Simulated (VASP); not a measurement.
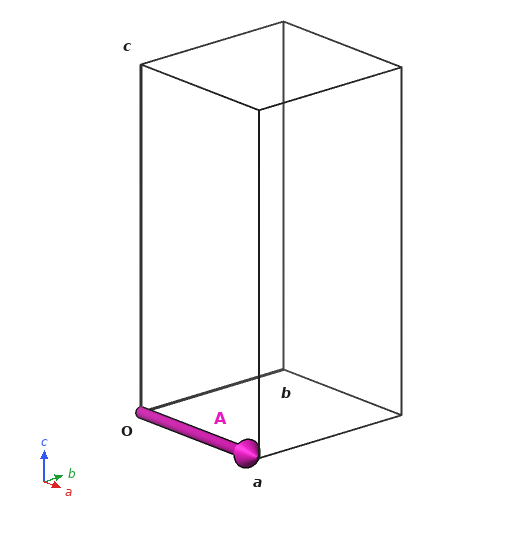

Crystal: PtSe₂, an entry of the Crystallography Open Database, as set up for an electronic-structure calculation. The arrow starts at a corner of the unit cell and ends on its surface; where a tip isn't a corner, dashed lines run from it parallel to the axes. The drawing is computed from the coordinates (standard cell, symmetry found to 0.002 Å).

a = 3.724 Å, b = 3.724 Å, c = 5.062 Å, α = 90.00°, β = 90.00°, γ = 120.00°.

Index the direction.

Answer. Arrow A runs from (0, 0, 0) to (1, 0, 0), so [1 0 0], in four indices [2 −1 −1 0].

How long is the vector ua + vb + wc?

Answer. 3.724 Å.
